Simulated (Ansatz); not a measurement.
**Two runs on CuO**

System: CuO (4 atoms in the cell).
Method of the first run: DFT PBEsol, scalar-relativistic, plane waves, PAW, spin-polarised (Ansatz 0.2.0).

The structure derives from an entry of the Crystallography Open Database. Text and figures count atoms from 1; the logs count them from 0 in places.

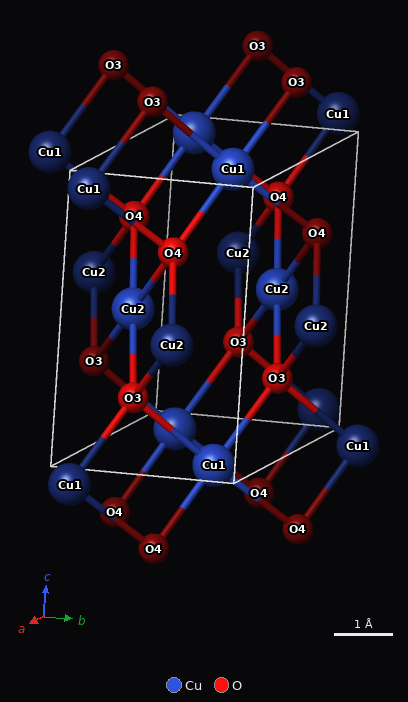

Fig. 1: The structure as given in the input (ball-and-stick view of the cell 2 times as large as that of the calculation, set on its symmetry axes, seen slightly off an axis; neighbours outside the cell are drawn fainter; atoms are numbered from 1 in the order of the input). An atom can appear more than once, as a periodic image. Near neighbours in the periodic cell (some may lie outside the picture): Cu has 4 O at 1.91 to 2.02 Å; O has 4 Cu at 1.91 to 2.02 Å.

### Input file, the first run
```yaml
crystal:
  lattice:
    - [2.34465, -1.7134, 0.0]
    - [2.34465, 1.7134, 0.0]
    - [-0.86055, 0.0, 5.05944]
  atoms:
    - { symbol: Cu, position: [0.0032, 0.4968, 0.0], spin: 1.0 }
    - { symbol: Cu, position: [0.4968, 0.0032, 0.5], spin: -1.0 }
    - { symbol: O, position: [0.5714, 0.4056, 0.2537] }
    - { symbol: O, position: [0.4056, 0.5714, 0.7537] }
basis:
  ecutwfc: 420
kpoints:
  mp_grid: { grid: [16, 16, 8] }
hamiltonian:
  xc: pbesol
scf:
  occupations: { method: gaussian, width: 0.1 }
  lower_state_search: "off"
output:
  forces: true
  stress: true
  eigenvalues: true
  populations: true
magnetization:
  spin_polarized: true
```

Launched with:
```bash
ansatz run input.yaml --threads 1 --pin off --max-ram 2560MiB --backend cpu --events-out ev --progress --plain --runs-dir out
```

Hardware: 1 thread of Arm Neoverse V1, 24 GiB of memory available, shared host.

### Output, shortened to warnings, some set-up lines, iterations and results (the first run)
```
WARN: the starting moments were not kept: the SCF closed with an absolute magnetisation of 1.1e-5 μB, where they sum to 2 μB in size (2 sites). That is at most 0.1 of that sum. Measured as dr2_m measures the in/out step, that magnetisation stands 1.2e-10 eV from none, at or under the dr2_threshold of 1.0e-7 eV: it is no larger than a step whose dr2_m would equal this threshold. The system may …
Basis set: ecut = 420 eV, 789 PW (Γ), exchange–correlation on 40×40×72 points (8 copies of the dense FFT grid, shifted against one another)
Symmetry: 1 space group operations
k-points: 1028 of 2048 (time reversal used)
Initial density: superposition of atomic densities (chi_scale 0.1, normalization cell, long waves kept (reshape's long-wave potential 0.00 eV rms))
[...]
SCF iter   1: F=—  HF=-14295.861104 eV  |F-HF|=—  |Δ(HF+E_count)|=         —  Δρ=8.22e-2 (↑8.22e-2 ↓8.22e-2)  dr2=4.69e-1  dr2_m=2.14e0  M=0.000 μB ∫|m|=0.671 μB  β_m=0.30  …
SCF iter   2: F=—  HF=-14296.061636 eV  |F-HF|=—  |Δ(HF+E_count)|=   2.01e-1  Δρ=5.83e-2 (↑5.83e-2 ↓5.83e-2)  dr2=2.22e-1  dr2_m=1.06e0  M=0.000 μB ∫|m|=0.677 μB  β_m=0.30  …
SCF iter   3: F=—  HF=-14296.229955 eV  |F-HF|=—  |Δ(HF+E_count)|=   1.68e-1  Δρ=4.12e-2 (↑4.12e-2 ↓4.12e-2)  dr2=8.74e-2  dr2_m=5.66e-1  M=-0.000 μB ∫|m|=0.656 μB  β_m=0.30  …
SCF iter   4: F=—  HF=-14296.313955 eV  |F-HF|=—  |Δ(HF+E_count)|=   8.40e-2  Δρ=2.91e-2 (↑2.91e-2 ↓2.91e-2)  dr2=2.54e-2  dr2_m=3.09e-1  M=0.000 μB ∫|m|=0.633 μB  β_m=0.30  …
SCF iter   5: F=—  HF=-14296.326627 eV  |F-HF|=—  |Δ(HF+E_count)|=   1.27e-2  Δρ=2.25e-2 (↑2.25e-2 ↓2.25e-2)  dr2=4.91e-3  dr2_m=1.88e-1  M=-0.000 μB ∫|m|=0.595 μB  β_m=0.30  …
[... 15 lines ...]
SCF iter  21: F=-14296.363726 eV  HF=-14296.363727 eV  |F-HF|=5.52e-8  |Δ(HF+E_count)|=   2.21e-9  Δρ=6.65e-6 (↑6.20e-6 ↓6.65e-6)  dr2=5.10e-8  dr2_m=2.94e-10  M=0.000 μB …
SCF iter  22: F=-14296.363727 eV  HF=-14296.363727 eV  |F-HF|=3.06e-9  |Δ(HF+E_count)|=   3.17e-9  Δρ=1.88e-6 (↑1.51e-6 ↓1.88e-6)  dr2=3.04e-9  dr2_m=1.95e-10  M=0.000 μB …
SCF iter  23: F=-14296.363727 eV  HF=-14296.363727 eV  |F-HF|=2.47e-10  |Δ(HF+E_count)|=  1.27e-10  Δρ=8.86e-7 (↑4.34e-7 ↓8.86e-7)  dr2=3.11e-10  dr2_m=9.55e-11  M=0.000 μB …
SCF iter  24: F=-14296.363727 eV  HF=-14296.363727 eV  |F-HF|=3.09e-11  |Δ(HF+E_count)|=  1.82e-11  Δρ=3.71e-7 (↑3.71e-7 ↓1.70e-7)  dr2=3.31e-11  dr2_m=1.87e-11  M=0.000 μB …
SCF 1 converged in 24 iterations: F = -14296.363727 eV  dr2 = 3.31e-11
SCF converged after 24 iterations
Magnetization: 0.0000 μB (25.0000 up, 25.0000 down)
Absolute magnetization: 0.0000 μB (∫|ρ↑−ρ↓|, with the PAW one-centre terms)
Spin contamination: 0.0000 ħ² per cell (⟨S²⟩ above its minimum at these occupations)
Per-site moments (μB) at R_I (Å): [(5.373363495876306e-6, 0.7868002320176343), (1.533778393894106e-6, 0.7868002320176344), (1.90563085926779e-6, 0.7868002320176344), (1.859885800216818e-6, 0.7868002320176343)]
Free energy (F): -14296.363727 eV
Harris-Foulkes:  -14296.363727 eV  (|F-HF|=3.09e-11)
Internal energy: -14296.352447 eV  (E = F + TS)
E sigma→0 (E₀):  -14296.358087 eV
Entropy (-TS):   -0.011279 eV (-2.820 meV/atom)
Fermi energy:    12.026285 eV
--- Per-component energies (eV) ---
  E_band       = -861.429609
  E_kinetic    = 941.351856
  E_local      = -9671.237221  (includes V_loc(G=0)·N_el)
  E_nonlocal   = 883.190942
  E_hartree    = 4182.403372
  E_xc         = -320.482331
  E_vxc        = -413.494754  (∫ρ·V_xc dr)
  E_paw        = -3555.231664  (= ΣΔE_a)
  E_vpaw       = -966.053017  (= ΣTr[D̂ρ^β])
  E_aug_tail   = 0.005397  (compensation charges beyond the density's cutoff)
  E_ewald      = -6756.835779
  E_core_change = 0.482980  (= ΣΔE_core)
  E_smearing   = -0.011279  (= −TS)
  E_closure    = 0.000000  (closes the sum)
  Σ components = -14296.363727   (vs F -14296.363727, Δ=0.00e0)
--- Forces (eV/Å), atoms counted from 1 ---
  atom   1  Cu    -0.59523573     0.32026031     0.22685199
  atom   2  Cu    -0.59523551    -0.32026063     0.22684973
  atom   3  O      0.59523554     0.41012115    -0.22685036
  atom   4  O      0.59523580    -0.41012037    -0.22685118
  max |Σ_I F_I| component: 4.48e-7 eV/Å
--- Stress (GPa, compression-positive) ---
       -3.235536      -0.000001      -1.038743
       -0.000001      -0.438125       0.000001
       -1.038743       0.000001      -4.441220
  P = ⅓ Tr σ = -2.7050 GPa (-27.050 kbar)
--- Löwdin populations: 4 sites ---
  site symbol       q [e]    m [muB]
     0     Cu     18.0096     0.0000
     1     Cu     18.0096     0.0000
     2      O      6.8761     0.0000
     3      O      6.8761     0.0000
  spilling = 0.004572 (of n_electrons = 50.000000)
```

For the second run the input was changed thus:
```diff
-    - { symbol: Cu, position: [0.0032, 0.4968, 0.0], spin: 1.0 }
-    - { symbol: Cu, position: [0.4968, 0.0032, 0.5], spin: -1.0 }
+    - { symbol: Cu, position: [0.0032, 0.4968, 0.0], spin: 2.5 }
+    - { symbol: Cu, position: [0.4968, 0.0032, 0.5], spin: 2.5 }
```

Predict how the results change.

The energy is the same within 0.01 meV per atom. The SCF takes 20 iterations against 24. The irreducible k-points go from 1028 to 554. On the same kind of shared host the second run took about 0.47 times as long.

### Output, shortened to warnings, some set-up lines, iterations and results (the second run)
```
WARN: the starting moments were not kept: the SCF closed with an absolute magnetisation of 2.0e-6 μB, where they sum to 5 μB in size (2 sites). That is at most 0.1 of that sum. Measured as dr2_m measures the in/out step, that magnetisation stands 1.1e-12 eV from none, at or under the dr2_threshold of 1.0e-7 eV: it is no larger than a step whose dr2_m would equal this threshold. The system may …
Basis set: ecut = 420 eV, 789 PW (Γ), exchange–correlation on 40×40×72 points (8 copies of the dense FFT grid, shifted against one another)
Symmetry: 2 space group operations
k-points: 554 of 2048 (time reversal used)
Initial density: superposition of atomic densities (chi_scale 0.1, normalization cell, long waves kept (reshape's long-wave potential 0.00 eV rms))
[...]
SCF iter   1: F=—  HF=-14294.038349 eV  |F-HF|=—  |Δ(HF+E_count)|=         —  Δρ=2.11e-1 (↑2.11e-1 ↓1.82e-1)  dr2=5.20e-1  dr2_m=1.40e1  M=1.611 μB ∫|m|=1.725 μB  β_m=0.30  …
SCF iter   2: F=—  HF=-14295.056135 eV  |F-HF|=—  |Δ(HF+E_count)|=    1.02e0  Δρ=1.56e-1 (↑1.56e-1 ↓1.42e-1)  dr2=2.11e-1  dr2_m=8.10e0  M=1.429 μB ∫|m|=1.536 μB  β_m=0.30  …
SCF iter   3: F=—  HF=-14295.669931 eV  |F-HF|=—  |Δ(HF+E_count)|=   6.14e-1  Δρ=1.15e-1 (↑1.15e-1 ↓9.66e-2)  dr2=1.32e-1  dr2_m=4.16e0  M=1.402 μB ∫|m|=1.506 μB  β_m=0.30  …
SCF iter   4: F=—  HF=-14295.927996 eV  |F-HF|=—  |Δ(HF+E_count)|=   2.58e-1  Δρ=8.71e-2 (↑8.71e-2 ↓7.73e-2)  dr2=4.41e-2  dr2_m=2.51e0  M=1.262 μB ∫|m|=1.361 μB  β_m=0.30  …
SCF iter   5: F=—  HF=-14296.064786 eV  |F-HF|=—  |Δ(HF+E_count)|=   1.37e-1  Δρ=6.65e-2 (↑6.65e-2 ↓6.51e-2)  dr2=2.32e-3  dr2_m=1.61e0  M=1.113 μB ∫|m|=1.207 μB  β_m=0.30  …
[... 11 lines ...]
SCF iter  17: F=—  HF=-14296.363726 eV  |F-HF|=—  |Δ(HF+E_count)|=   1.08e-6  Δρ=3.79e-5 (↑3.79e-5 ↓1.49e-5)  dr2=5.55e-7  dr2_m=7.05e-8  M=-0.001 μB ∫|m|=0.001 μB  β_m=0.92  …
SCF iter  18: F=-14296.363726 eV  HF=-14296.363727 eV  |F-HF|=6.55e-8  |Δ(HF+E_count)|=   1.24e-7  Δρ=1.34e-5 (↑1.34e-5 ↓5.28e-6)  dr2=7.41e-8  dr2_m=1.14e-8  M=-0.000 μB …
SCF iter  19: F=-14296.363727 eV  HF=-14296.363727 eV  |F-HF|=3.37e-10  |Δ(HF+E_count)|=   6.33e-9  Δρ=8.58e-7 (↑5.86e-7 ↓8.58e-7)  dr2=3.19e-10  dr2_m=5.80e-11  M=-0.000 μB …
SCF iter  20: F=-14296.363727 eV  HF=-14296.363727 eV  |F-HF|=9.22e-10  |Δ(HF+E_count)|=  7.57e-10  Δρ=8.57e-7 (↑7.53e-7 ↓8.57e-7)  dr2=7.86e-10  dr2_m=5.77e-12  M=-0.000 μB …
SCF 1 converged in 20 iterations: F = -14296.363727 eV  dr2 = 7.86e-10
SCF converged after 20 iterations
Magnetization: -0.0000 μB (25.0000 up, 25.0000 down)
Absolute magnetization: 0.0000 μB (∫|ρ↑−ρ↓|, with the PAW one-centre terms)
Spin contamination: 0.0000 ħ² per cell (⟨S²⟩ above its minimum at these occupations)
Per-site moments (μB) at R_I (Å): [(-2.9186768776268716e-7, 0.7868002320176343), (-2.918676874770868e-7, 0.7868002320176344), (3.0689090243362645e-7, 0.7868002320176344), (3.0689090243930883e-7, 0.7868002320176343)]
Free energy (F): -14296.363727 eV
Harris-Foulkes:  -14296.363727 eV  (|F-HF|=9.22e-10)
Internal energy: -14296.352447 eV  (E = F + TS)
E sigma→0 (E₀):  -14296.358087 eV
Entropy (-TS):   -0.011279 eV (-2.820 meV/atom)
Fermi energy:    12.026293 eV
--- Per-component energies (eV) ---
  E_band       = -861.429092
  E_kinetic    = 941.352066
  E_local      = -9671.235209  (includes V_loc(G=0)·N_el)
  E_nonlocal   = 883.190606
  E_hartree    = 4182.401523
  E_xc         = -320.482413
  E_vxc        = -413.494860  (∫ρ·V_xc dr)
  E_paw        = -3555.231619  (= ΣΔE_a)
  E_vpaw       = -966.052752  (= ΣTr[D̂ρ^β])
  E_aug_tail   = 0.005397  (compensation charges beyond the density's cutoff)
  E_ewald      = -6756.835779
  E_core_change = 0.482980  (= ΣΔE_core)
  E_smearing   = -0.011279  (= −TS)
  E_closure    = -0.000000  (closes the sum)
  Σ components = -14296.363727   (vs F -14296.363727, Δ=0.00e0)
--- Forces (eV/Å), atoms counted from 1 ---
  atom   1  Cu    -0.59523310     0.32025896     0.22684916
  atom   2  Cu    -0.59523310    -0.32025896     0.22684916
  atom   3  O      0.59523390     0.41012460    -0.22684977
  atom   4  O      0.59523390    -0.41012460    -0.22684977
  max |Σ_I F_I| component: 1.59e-6 eV/Å
--- Stress (GPa, compression-positive) ---
       -3.235681      -0.000000      -1.038726
       -0.000000      -0.438216       0.000000
       -1.038727       0.000000      -4.441360
  P = ⅓ Tr σ = -2.7051 GPa (-27.051 kbar)
--- Löwdin populations: 4 sites ---
  site symbol       q [e]    m [muB]
     0     Cu     18.0096    -0.0000
     1     Cu     18.0096    -0.0000
     2      O      6.8761     0.0000
     3      O      6.8761     0.0000
  spilling = 0.004572 (of n_electrons = 50.000000)
```

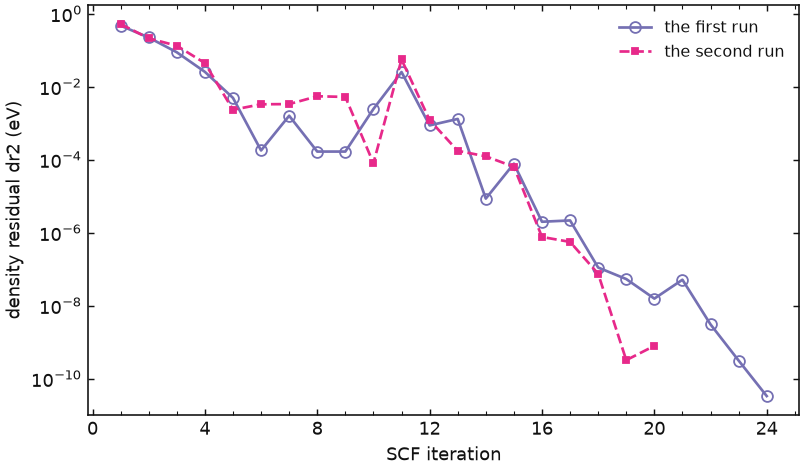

Fig. 2: Convergence of the two runs: density residual dr2 against the SCF iteration. The first run takes 24 iterations in all, and the second run takes 20.

### The two runs side by side

| quantity | the first run | the second run |
| --- | --- | --- |
| outcome | converged | converged |
| free energy per atom (eV) | −3574.0909 | −3574.0909 |
| energy per atom, smearing taken to zero (eV) | −3574.0895 | −3574.0895 |
| gap on the mesh (eV) | 0.00 | 0.00 |
| net moment of the cell (μB) | 0.00 | 0.00 |
| absolute moment of the cell (μB) | 0.00 | 0.00 |
| pressure (GPa) | −2.70 | −2.71 |
| largest force (eV/Å) | 0.758 | 0.758 |
| SCF iterations | 24 | 20 |
| irreducible k-points | 1028 | 554 |
| plane waves at Γ | 789 | 789 |
| wall time (shared host) | 12 min | 5.5 min |

For both runs: Warnings: some starting moments were not kept.
